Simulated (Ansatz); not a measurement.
A series of calculations on Zn₆HS₆

## 1. Relaxation

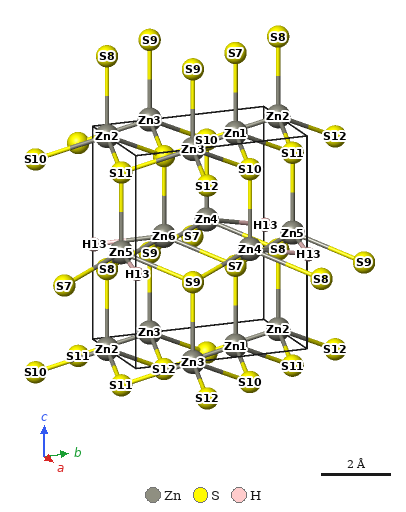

This is the input geometry for a relaxation of a defect cell of composition Zn$_{6}$HS$_{6}$ (cell charge −1). A ball-and-stick model of the cell of the calculation, reduced to other axes, seen slightly off an axis. Lengths and directions refer to the drawn axes.

Case: H interstitial, charge -1, atoms relaxed. The atoms of the start lie slightly off their symmetric places, so part of the fall in energy undoes that.

All numbers below come from DFT PBE, scalar-relativistic, plane waves, PAW (Ansatz).

Input file:
```yaml
crystal:
  lattice:
    - [0.0, 0.0, 6.3046430411]
    - [-5.7661004008, -3.3290596185, 0.0]
    - [5.7661004007, -3.3290596186, 0.0]
  atoms:
    - { symbol: Zn, position: [0.0002666736, 0.3333333333, 1.0] }
    - { symbol: Zn, position: [0.0002666736, 1.0, 0.3333333333] }
    - { symbol: Zn, position: [0.0002666736, 0.6666666667, 0.6666666667] }
    - { symbol: Zn, position: [0.5002666736, 0.3333333333, 0.3333333333] }
    - { symbol: Zn, position: [0.5002666736, 1.0, 0.6666666667] }
    - { symbol: Zn, position: [0.5002666736, 0.6666666667, 0.0] }
    - { symbol: S, position: [0.3747333264, 0.3333333333, 1.0] }
    - { symbol: S, position: [0.3747333264, 1.0, 0.3333333333] }
    - { symbol: S, position: [0.3747333264, 0.6666666667, 0.6666666667] }
    - { symbol: S, position: [0.8747333264, 0.3333333333, 0.3333333333] }
    - { symbol: S, position: [0.8747333264, 1.0, 0.6666666667] }
    - { symbol: S, position: [0.8747333264, 0.6666666667, 0.0] }
    - { symbol: H, position: [0.4442630353, -0.0062555118, -0.0017240846] }
total_charge: -1
basis:
  ecutwfc: 420
  xc_grid: 2
kpoints:
  mp_grid: { grid: [2, 2, 2], shift: [0.0, 0.0, 0.0] }
hamiltonian:
  xc: pbe
scf:
  occupations: { method: gaussian, width: 0.02 }
output:
  forces: true
  stress: false
  eigenvalues: true
  write_density: true
  write_potential: true
  elf: true
  volumetric_format: npy
relax:
  adjacent_minimum: "off"
  f_tol: 0.02
  max_steps: 60
```

Launched with:
```bash
ansatz run input.yaml --threads 4 --pin off --max-ram 10240MiB --backend cpu --events-out ev --progress --plain --runs-dir out
```

Question: Where does the relaxation end?

Answer: The energy falls by 1.574 eV per cell of the calculation in 6 accepted moves (7 points after the start). Largest force component: 1.3 eV/Å at the start, 0.0025 eV/Å at the end. 1 step only repeated the SCF at the same geometry. The largest move is that of H13, 0.79 Å along +c. By element the largest moves are H 0.79 Å, Zn 0.39 Å, S 0.27 Å. The lattice vectors keep their values. Some distances before and after: Zn4–H13 2.274 → 1.899 Å, Zn5–H13 2.257 → 1.899 Å, Zn6–H13 2.212 → 1.899 Å, Zn4–S9 2.356 → 2.505 Å. Bond angles that change, for instance: Zn4–S7–Zn5 109.3° → 84.1°, S7–Zn5–S9 109.3° → 128.2°, S7–Zn5–S8 109.3° → 96.9°. The run took 22 s on 4 threads of Arm Neoverse V1, on a shared host, peak memory 0.74 GiB.

Step by step:

| step | E − E(0), meV/atom | largest force component, eV/Å | note |
| --- | --- | --- | --- |
| 0 | 0.00 | 1.3426 |  |
| 1 | -60.31 | 0.7791 |  |
| 2 | -103.60 | 0.7057 |  |
| 3 | -115.21 | 0.4113 |  |
| 4 | -120.95 | 0.0419 |  |
| 5 | -120.95 | 0.0421 | same geometry, SCF repeated |
| 6 | -121.06 | 0.0208 |  |
| 7 | -121.08 | 0.0025 |  |

After the run, drawn alike:

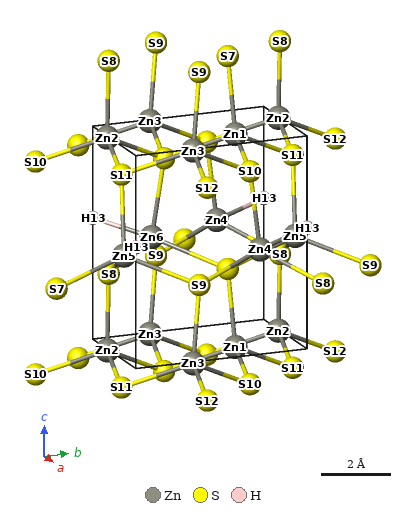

Limits of the set-up: the periodic images lie only 6.3 Å apart, so the values are limited by the cell's size; the cell is charged, on a uniform background, and energies carry no finite-size correction.

## 2. Relaxation

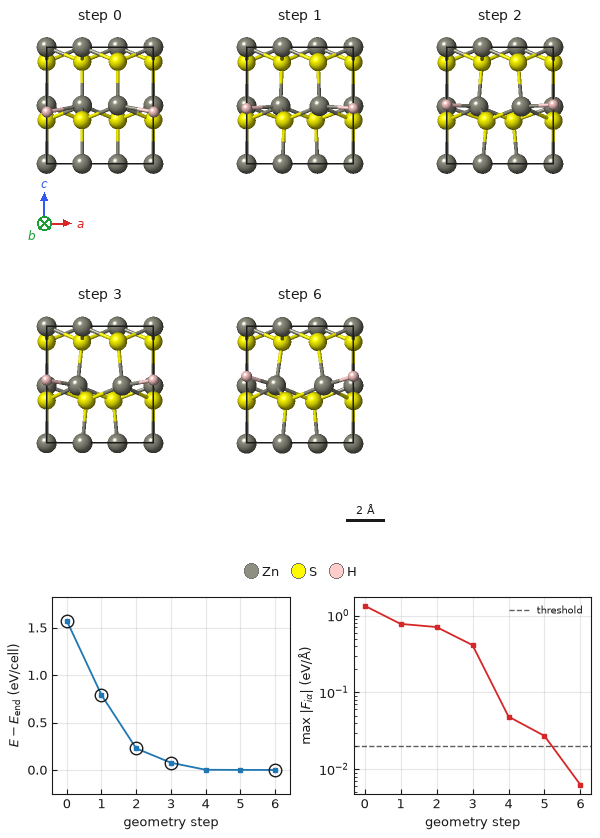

Frames of a relaxation of a defect cell of composition Zn6HS6 (cell charge −1), marked on the history of the run. The picture is a ball-and-stick view of the cell of the calculation, reduced to other axes, seen along the b axis. Lengths and directions refer to the drawn axes.

The atoms of the start lie slightly off their symmetric places, so part of the fall in energy undoes that.

All numbers below come from DFT PBE, scalar-relativistic, plane waves, PAW; settings changed (Ansatz 0.2.0).

The input:
```yaml
crystal:
  lattice:
    - [0.0, 0.0, 6.3046430411]
    - [-5.7661004008, -3.3290596185, 0.0]
    - [5.7661004007, -3.3290596186, 0.0]
  atoms:
    - { symbol: Zn, position: [0.0002666736, 0.3333333333, 1.0] }
    - { symbol: Zn, position: [0.0002666736, 1.0, 0.3333333333] }
    - { symbol: Zn, position: [0.0002666736, 0.6666666667, 0.6666666667] }
    - { symbol: Zn, position: [0.5002666736, 0.3333333333, 0.3333333333] }
    - { symbol: Zn, position: [0.5002666736, 1.0, 0.6666666667] }
    - { symbol: Zn, position: [0.5002666736, 0.6666666667, 0.0] }
    - { symbol: S, position: [0.3747333264, 0.3333333333, 1.0] }
    - { symbol: S, position: [0.3747333264, 1.0, 0.3333333333] }
    - { symbol: S, position: [0.3747333264, 0.6666666667, 0.6666666667] }
    - { symbol: S, position: [0.8747333264, 0.3333333333, 0.3333333333] }
    - { symbol: S, position: [0.8747333264, 1.0, 0.6666666667] }
    - { symbol: S, position: [0.8747333264, 0.6666666667, 0.0] }
    - { symbol: H, position: [0.4442630353, -0.0062555118, -0.0017240846] }
total_charge: -1
basis:
  ecutwfc: 420
  xc_grid: 2
kpoints:
  mp_grid: { grid: [2, 2, 2], shift: [0.0, 0.0, 0.0] }
hamiltonian:
  xc: pbe
scf:
  occupations: { method: gaussian, width: 0.02 }
  initial_density: { chi_scale: 0.3 }
output:
  forces: true
  eigenvalues: true
relax:
  adjacent_minimum: "off"
  f_tol: 0.02
  max_steps: 60
```

Run as
```bash
ansatz run input.yaml --threads 4 --pin off --max-ram 10240MiB --backend cpu --events-out ev --progress --plain --runs-dir out
```

**Describe the path.**

Over 6 geometry steps the energy falls by 1.574 eV per cell of the calculation. The largest force component goes from 1.3 to 0.0063 eV/Å. The largest move is that of H13, 0.79 Å along +c. By element the largest moves are H 0.79 Å, Zn 0.39 Å, S 0.27 Å. The cell doesn't change. Near-neighbour distances that change, for instance: Zn4–H13 2.274 → 1.899 Å, Zn5–H13 2.257 → 1.899 Å, Zn6–H13 2.212 → 1.900 Å, Zn4–S9 2.356 → 2.505 Å. Among the angles between lasting bonds that change: Zn4–S7–Zn5 109.3° → 84.1°, S7–Zn5–S9 109.3° → 128.2°, S7–Zn5–S8 109.3° → 96.9°. Cost: 19 s on 4 threads of Arm Neoverse V1, on a shared host, peak memory 0.72 GiB. From step 0 to 1: H13 moves most (0.19 Å), energy −0.784 eV per cell of the calculation. From step 1 to 2: H13 moves most (0.20 Å), energy −0.563 eV per cell of the calculation. From step 2 to 3: H13 moves most (0.20 Å), energy −0.151 eV per cell of the calculation. From step 3 to 6: H13 moves most (0.20 Å), energy −76.2 meV per cell of the calculation.

```
step  E − E(0), meV/atom  largest force component, eV/Å
   0                0.00                         1.3426
   1              -60.31                         0.7789
   2             -103.61                         0.7084
   3             -115.22                         0.4123
   4             -120.93                         0.0485
   5             -121.05                         0.0272
   6             -121.08                         0.0063
```

Limits of the set-up: the periodic images lie only 6.3 Å apart, so the values are limited by the cell's size; the cell is charged, on a uniform background, and energies carry no finite-size correction.

## 3. Path

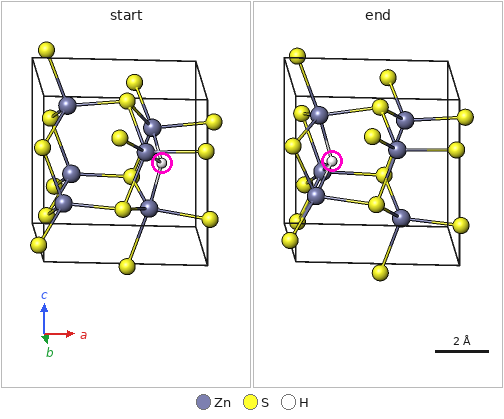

The two relaxed end points of a path for a defect cell of composition Zn6HS6 (cell charge −1) (13 atoms in the cell). The picture is a ball-and-stick view of the simulation cell (origin moved), seen from a free direction. The moving atom is ringed, with any periodic copies. Bonds to atoms that aren't drawn are left out.

Computed with DFT PBE, scalar-relativistic, plane waves, PAW in Ansatz 0.2.0.

Input file:
```yaml
crystal:
  lattice:
    - [0.0, 0.0, 6.3046430411]
    - [-5.7661004008, -3.3290596185, 0.0]
    - [5.7661004007, -3.3290596186, 0.0]
  atoms:
    - { symbol: Zn, position: [0.0022061725, 0.3345896401, 1.0000013536] }
    - { symbol: Zn, position: [0.0022120533, 1.0000016907, 0.3345786682] }
    - { symbol: Zn, position: [0.0022165421, 0.6654274502, 0.6654214831] }
    - { symbol: Zn, position: [0.5011820325, 0.2755988189, 0.2756017496] }
    - { symbol: Zn, position: [0.5011741433, 0.9999983093, 0.7243795583] }
    - { symbol: Zn, position: [0.5011657673, 0.7243609339, -5.6767e-06] }
    - { symbol: S, position: [0.3673133749, 0.3700936738, 1.0000024209] }
    - { symbol: S, position: [0.3673189832, 0.9999877542, 0.3700832496] }
    - { symbol: S, position: [0.3673233152, 0.6299097093, 0.6299050944] }
    - { symbol: S, position: [0.8738342327, 0.3331146315, 0.3331105461] }
    - { symbol: S, position: [0.873830024, 1.0000064167, 0.6668923589] }
    - { symbol: S, position: [0.873824062, 0.6668983197, -1.3536e-06] }
    - { symbol: H, position: [0.5784521631, 1.09617e-05, 1.9272e-06] }
total_charge: -1
basis:
  ecutwfc: 420
  xc_grid: 2
kpoints:
  mp_grid: { grid: [2, 2, 2], shift: [0.0, 0.0, 0.0] }
hamiltonian:
  xc: pbe
scf:
  occupations: { method: gaussian, width: 0.02 }
output:
  forces: true
neb:
  images: 5
  f_tol: 0.05
  max_iterations: 70
  order_check: false
  final_atoms:
    - { symbol: Zn, position: [0.0011741433, 0.275618751, 0.9999983093] }
    - { symbol: Zn, position: [0.0011820325, 0.9999970693, 0.2755988189] }
    - { symbol: Zn, position: [0.0011657673, 0.7243666106, 0.7243609339] }
    - { symbol: Zn, position: [0.5022061725, 0.3345882865, 0.3345896401] }
    - { symbol: Zn, position: [0.5022165421, 1.0000059671, 0.6654274502] }
    - { symbol: Zn, position: [0.5022120533, 0.6654230225, 1.6907e-06] }
    - { symbol: S, position: [0.373830024, 0.3331140578, 1.0000064167] }
    - { symbol: S, position: [0.3738342327, 1.0000040854, 0.3331146315] }
    - { symbol: S, position: [0.373824062, 0.6668996733, 0.6668983197] }
    - { symbol: S, position: [0.8673133749, 0.3700912529, 0.3700936738] }
    - { symbol: S, position: [0.8673233152, 1.0000046149, 0.6299097093] }
    - { symbol: S, position: [0.8673189832, 0.6299045045, -1.22458e-05] }
    - { symbol: H, position: [0.0784521631, 9.0345e-06, 1.09617e-05] }
```

Run as
```bash
ansatz run input.yaml --threads 4 --pin off --max-ram 10240MiB --backend cpu --events-out ev --progress --plain --runs-dir out
```

Predict the minimum-energy path and its barrier.

Answer. The barrier is about 0.95 eV in both directions, with image 3 at the top; the ends have the same energy. The H atom travels furthest, 3.15 Å from end to end, along −a, on a straight line. At the highest image its nearest neighbour (Zn) is 2.38 Å away, against 1.90 Å at the start, and the surrounding atoms stand up to 0.15 Å off the mean of their end positions. The band is converged.

Energies of the converged images:

```csv
image,path (Å),E (eV)
0,0.00,0.000
1,0.65,0.190
2,1.31,0.611
3,1.96,0.950
4,2.47,0.690
5,2.97,0.189
6,3.48,0.000
```

The geometry at the top of the path:

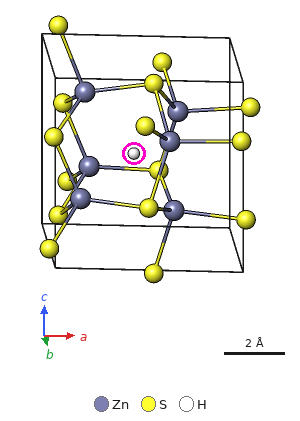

Limits of the set-up: the periodic images lie only 6.3 Å apart, so the values are limited by the cell's size; the cell is charged, on a uniform background, and energies carry no finite-size correction.
